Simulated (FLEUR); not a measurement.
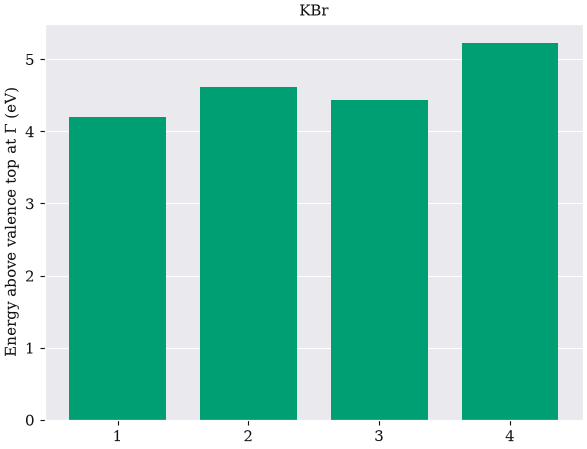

Lowest conduction level at Γ, counted from the valence-band top at Γ, by several methods on one cell of rocksalt KBr, space group Fm-3m, 2 atoms in the primitive cell, volume scaled by a factor 0.94; cubic a = 6.465 Å. All runs are without spin-orbit coupling and carry no moments.

**Which column is which method? They are PBE, PBEsol, LDA and r2SCAN.**

1 is LDA; 2 is PBE; 3 is PBEsol; 4 is r2SCAN.

```csv
method,program,Γ (eV)
LDA,FLEUR,4.20
PBEsol,FLEUR,4.44
PBE,FLEUR,4.61
r2SCAN,FLEUR,5.23
```

Settings. LDA: all-electron, 7×7×7 k mesh, Fermi-Dirac smearing of 0.05 eV (FLEUR). PBEsol: all-electron, 7×7×7 k mesh, Fermi-Dirac smearing of 0.05 eV (FLEUR MaX-R8.1 (later development tree)). PBE: all-electron, 7×7×7 k mesh, Fermi-Dirac smearing of 0.05 eV (FLEUR). r2SCAN: all-electron, 7×7×7 k mesh, Fermi-Dirac smearing of 0.05 eV (FLEUR).

These are four of the 8 methods that were run on this cell. Spin-orbit coupling is left out, which matters for Br. LDA, GGA and most meta-GGA functionals understate gaps. r2SCAN: the meta-GGA is that of a development version, with a GGA for the radial functions and cores and without core tails.
